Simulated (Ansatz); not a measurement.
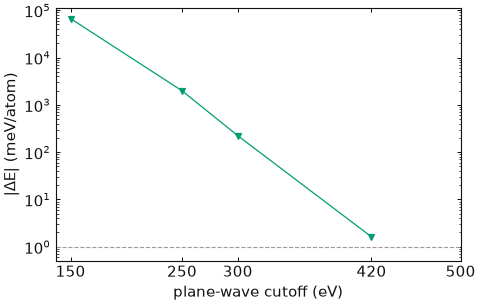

One cell, run at 5 values of the plane-wave cutoff (density cutoff scaled with it).
- system: AlCu3 (Pm-3m, 4 atoms in the cell)
- method: Ansatz 0.2.0, DFT PBEsol, scalar-relativistic, plane waves, PAW; 12×12×12 k-mesh, Fermi–Dirac smearing of 0.15 eV
ΔE is the free energy less its value at the largest setting, 500 eV.
Dashed lines or grey bands mark the tolerance: 1 meV/atom.

What is enough for the free energy to 1 meV/atom?

Answer. The free energy at the last setting but one, 420 eV, is still more than 1 meV/atom from the largest setting's value, so the scan doesn't show it converged. It is off by 67000 meV/atom at 150 eV, 220 meV/atom at 300 eV and 1.6 meV/atom at 420 eV (always above it). The smaller bases give higher energies, which fall towards the limit as the basis grows.
